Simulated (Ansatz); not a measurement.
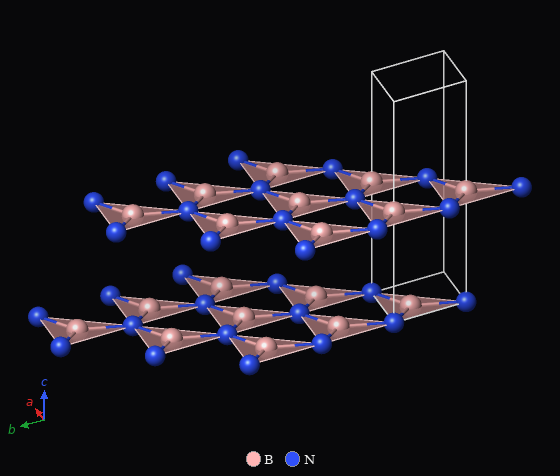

Polyhedra are drawn about B (bonds: B–N below 1.6 Å); other atoms are plain spheres.

BN (space group P-6m2, No. 187). Coordinates: coordinates from a relaxation at fixed volume with DFT PBE+D3(BJ), scalar-relativistic, plane waves, PAW (Ansatz 0.2.0).

Sharing among the drawn polyhedra:

```
 site    polyhedron  corner-sharing neighbours  edge-sharing  face-sharing  bond (Å)
B(1b)  BN3 triangle                          6             0             0      1.44
B(1c)  BN3 triangle                          6             0             0      1.44
```

They form layers of corner-sharing triangles parallel to (001).
